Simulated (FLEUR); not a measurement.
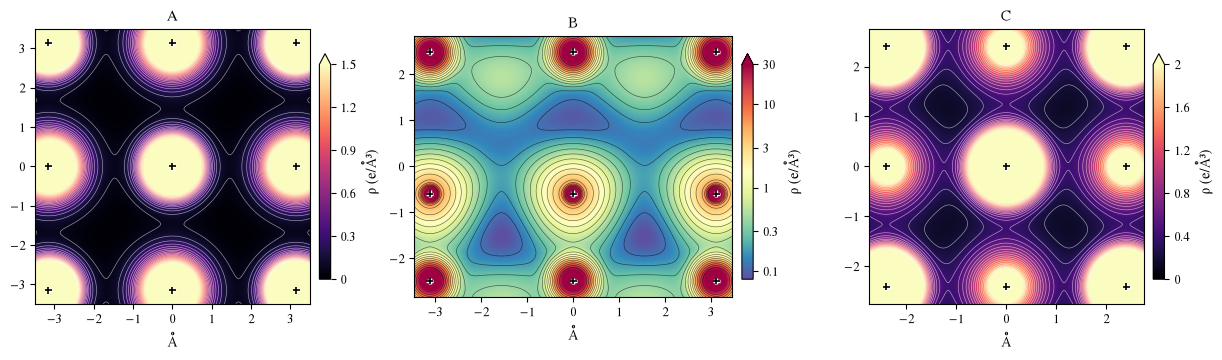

The total electron density of 3 systems, each on a plane through atoms (crosses mark nuclei in the plane).

Computed with FLEUR, Kohn-Sham DFT of a periodic cell, PBEsol, all-electron.

System 1: AlN, the (010) plane of the conventional cell. Space group P6₃mc.

```cif
data_structure
_symmetry_space_group_name_H-M 'P 1'
_symmetry_Int_Tables_number 1
_cell_length_a 3.1130
_cell_length_b 3.1130
_cell_length_c 4.9810
_cell_angle_alpha 90.000
_cell_angle_beta 90.000
_cell_angle_gamma 120.000
_cell_volume 41.80
loop_
_atom_site_label
_atom_site_type_symbol
_atom_site_fract_x
_atom_site_fract_y
_atom_site_fract_z
_atom_site_occupancy
Al1 Al 0.66667 0.33333 0.50000 1
Al2 Al 0.33333 0.66667 0.00000 1
N1 N 0.66667 0.33333 0.88000 1
N2 N 0.33333 0.66667 0.38000 1
```

System 2: KCl, the (100) plane of the conventional cell. Space group Fm-3m.

```
K Cl
1.0
     6.29294    0.00000    0.00000
     0.00000    6.29294    0.00000
     0.00000    0.00000    6.29294
K Cl
4 4
Cartesian
  0.0000 0.0000 0.0000
  3.1465 3.1465 0.0000
  3.1465 0.0000 3.1465
  0.0000 3.1465 3.1465
  3.1465 0.0000 0.0000
  0.0000 3.1465 0.0000
  0.0000 0.0000 3.1465
  3.1465 3.1465 3.1465
```

System 3: ZrC, the (100) plane of the conventional cell. Space group Fm-3m.

```
Zr C
1.0
     4.80755    0.00000    0.00000
     0.00000    4.80755    0.00000
     0.00000    0.00000    4.80755
Zr C
4 4
Cartesian
  2.4038 0.0000 0.0000
  0.0000 2.4038 0.0000
  0.0000 0.0000 2.4038
  2.4038 2.4038 2.4038
  0.0000 0.0000 0.0000
  2.4038 2.4038 0.0000
  2.4038 0.0000 2.4038
  0.0000 2.4038 2.4038
```

Question: Match each panel to its system.

Answer: Panel A is system 2, KCl: the plane holds K and Cl. K–Cl (3.15 Å): ρ is about 0.09 e/Å³ halfway. Panel B is system 1, AlN: the plane holds Al and N. Al–N (1.89 Å): ρ at the midpoint is about 0.7 e/Å³. Panel C is system 3, ZrC: the plane holds Zr and C. Zr–C (2.40 Å): ρ at the midpoint is about 0.41 e/Å³.
